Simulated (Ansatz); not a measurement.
Input

```
crystal:
  lattice:
    - [3.9940959787, 0.0, 0.0]
    - [0.0, 3.9940959787, 0.0]
    - [0.0, 0.0, 3.9940959787]
  atoms:
    - { symbol: Ba, position: [0.5, 0.5, 0.5] }
    - { symbol: Ti, position: [0.0, 0.0, 0.0] }
    - { symbol: O, position: [0.5, 0.0, 0.0] }
    - { symbol: O, position: [0.0, 0.5, 0.0] }
    - { symbol: O, position: [0.0, 0.0, 0.5] }
kpoints:
  mp_grid: { grid: [4, 4, 4] }
  band_path:
    path: [[0.0, 0.0, 0.0], [0.0, 0.5, 0.0], [0.5, 0.5, 0.0], [0.5, 0.5, 0.5]]
    npoints: 1
hamiltonian:
  xc: hse06
scf:
  occupations: { method: fixed }
  n_extra_bands: 5
output:
  forces: true
  stress: true
  eigenvalues: true
  write_density: true
  write_potential: true
  elf: true
  volumetric_format: npy
```

Below, planes, directions and counts refer to the conventional cell (a = 3.99 Å, b = 3.99 Å, c = 3.99 Å, α = 90.00°, β = 90.00°, γ = 90.00°).

Space group Pm-3m; started from the measured structure prototype, which need not be the ambient phase; computed pressure about −2 GPa in this cell; computed without spin polarisation.

Level of theory: DFT, HSE06, plane waves, PAW in Ansatz.

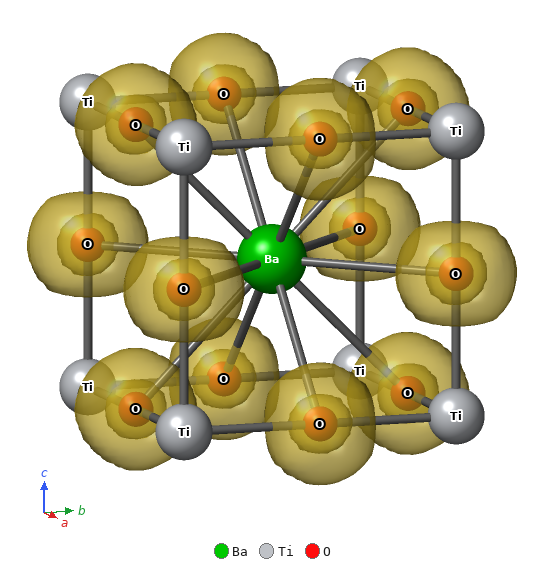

BaTiO₃. Isosurface of the electron localisation function at 0.75 (yellow), seen at an oblique angle. Only the valence region is drawn (cores and ρ < 0.01 e/Å³ removed). Sticks mark near contacts.

In a PAW calculation such maps are meaningful between the atoms, not at the nuclei.

Q: What do the ELF domains correspond to?

A: The ELF exceeds this value in three regions wrapped around O (the valence shell of each), counted in one cell of 5 atoms. Regions shared between cells count once. Along the contacts the grid gives the following. Ti–O (2.00 Å): the ELF peaks at about 0.80 in the valence shell of O, 0.6 Å from its nucleus, and is about 0.20 at the midpoint (no localised pair shows between them). Ba–O (2.82 Å): the ELF is about 0.10 at the midpoint: an ionic contact with no shared pair.
